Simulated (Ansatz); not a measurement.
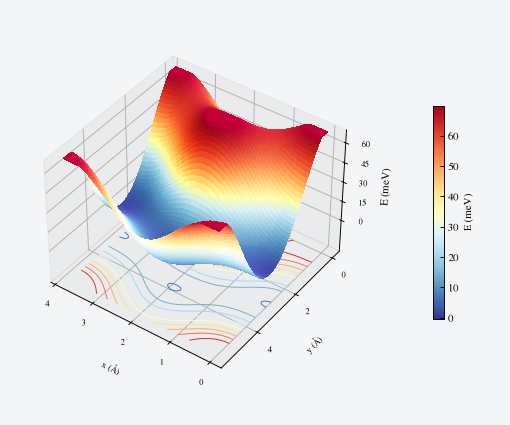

Energy landscape of N₂ on a Si(110) slab cut from the Fd-3m phase, its upper half relaxed before the scan (6 atoms of substrate and one adsorbate in a 1 × 1 cell). 
- N2 is moved over the surface cell at a fixed height above a rigid substrate; the origin of the map has the adsorbate above Si5; the height is held at 3.10 Å.
- Places are given modulo a cell vector. The map is drawn in real space over the plane of the surface.
- Grid: 6 × 6 points; 24 points were computed and 12 follow by symmetry.
- All energies are given in meV relative to the lowest grid point.
- With one adsorbate in each 1 × 1 cell, its nearest image is 3.8 Å away, so neighbouring adsorbates interact. At a fixed height the lowest place need not be the adsorption site.
- The calculation used DFT PBE+D3(BJ), scalar-relativistic, plane waves, PAW (Ansatz 0.2.0). Settings: cutoff 420 eV, k-mesh 7×5×1, gaussian smearing 0.05 eV, no spin polarisation.

The picture shows a relief with its contours projected below, any walls above the top of the colour scale cut off. Between grid points the surface is interpolated. 

**Summarise what can be read from the map.**

The lowest grid point is at (0/6, 3/6) of the cell vectors. There is a further well near (3/6, 4/6) of the cell vectors (0.7 meV above the lowest at that grid point). The highest grid point, the top site over a surface Si atom, (0/6, 0/6) of the cell vectors, lies 73 meV above the lowest. On the interpolated surface the easiest way out of the lowest well to a well of about the same depth near (3/6, 4/6) of the cell vectors passes a barrier of about 4 meV, counted from the interpolated bottom of the well.

Each point was launched as `ansatz run input.yaml --threads 1 --pin off --max-ram 3072MiB --backend cpu --events-out ev --progress --plain --runs-dir out`. Time for the 24 points that were run: 6.5 min on 1 thread of Arm Neoverse V2 (shared host).

PAW datasets: the set soft_1.
